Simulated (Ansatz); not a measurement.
System: Ti5Al13 (slab).

```yaml
crystal:
  lattice:
    - [5.06422, 0.00000, 0.00000]
    - [2.17671, 4.57255, 0.00000]
    - [0.00000, 0.00000, 25.81591]
  atoms:
    - { symbol: Ti, position: [0.50000, 0.50000, 0.29330] }
    - { symbol: Al, position: [0.00000, 0.00000, 0.28902] }
    - { symbol: Al, position: [0.00000, 0.50000, 0.34011] }
    - { symbol: Al, position: [0.50000, 0.00000, 0.34011] }
    - { symbol: Ti, position: [0.00000, 0.00000, 0.39721] }
    - { symbol: Al, position: [0.50000, 0.50000, 0.39565] }
    - { symbol: Al, position: [0.50000, 0.00000, 0.44695] }
    - { symbol: Al, position: [0.00000, 0.50000, 0.44695] }
    - { symbol: Ti, position: [0.50000, 0.50000, 0.50000] }
    - { symbol: Al, position: [0.00000, 0.00000, 0.50000] }
    - { symbol: Al, position: [0.00000, 0.50000, 0.55305] }
    - { symbol: Al, position: [0.50000, 0.00000, 0.55305] }
    - { symbol: Ti, position: [0.00000, 0.00000, 0.60279] }
    - { symbol: Al, position: [0.50000, 0.50000, 0.60435] }
    - { symbol: Al, position: [0.50000, 0.00000, 0.65989] }
    - { symbol: Al, position: [0.00000, 0.50000, 0.65989] }
    - { symbol: Ti, position: [0.50000, 0.50000, 0.70670] }
    - { symbol: Al, position: [0.00000, 0.00000, 0.71098] }
```

Computed without spin polarisation.

All numbers below come from DFT r2SCAN, scalar-relativistic, plane waves, PAW (Ansatz 0.2.0).

What can the converged valence pseudo-density and electron localisation function tell about the bonding?

Ti–Al (2.64 Å): the density is about 0.25 e/Å³ at the midpoint; the ELF is about 0.40 at the midpoint.
Ti–Al (2.69 Å): ρ is about 0.24 e/Å³ halfway; the ELF is about 0.40 at the midpoint.
Al–Al (2.76 Å): ρ at the midpoint is about 0.23 e/Å³; the ELF peaks at about 0.70 between the atoms.
Ti–Al (2.81 Å): ρ at the midpoint is about 0.23 e/Å³; the ELF is about 0.45 at the midpoint.

Metal or insulator at this level of theory?

It is metallic or semimetallic at this level of theory: no gap opens.

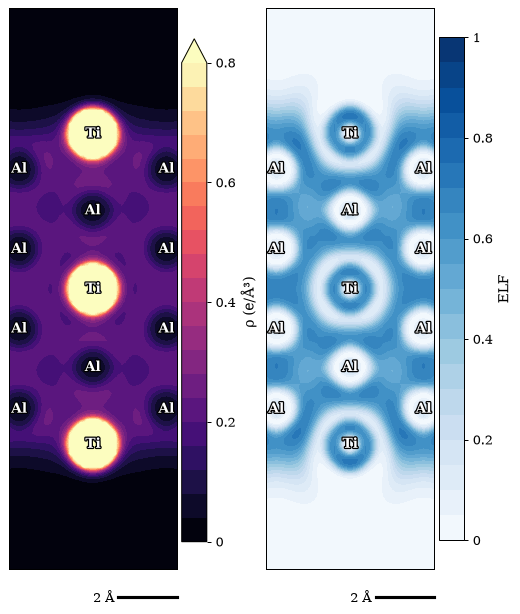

Computed valence pseudo-density and electron localisation function on the (100) plane of the calculation cell, a cut from vacuum to vacuum, in this order. 

Core electrons are frozen (PAW), and the valence fields are smoothed inside the atomic spheres.
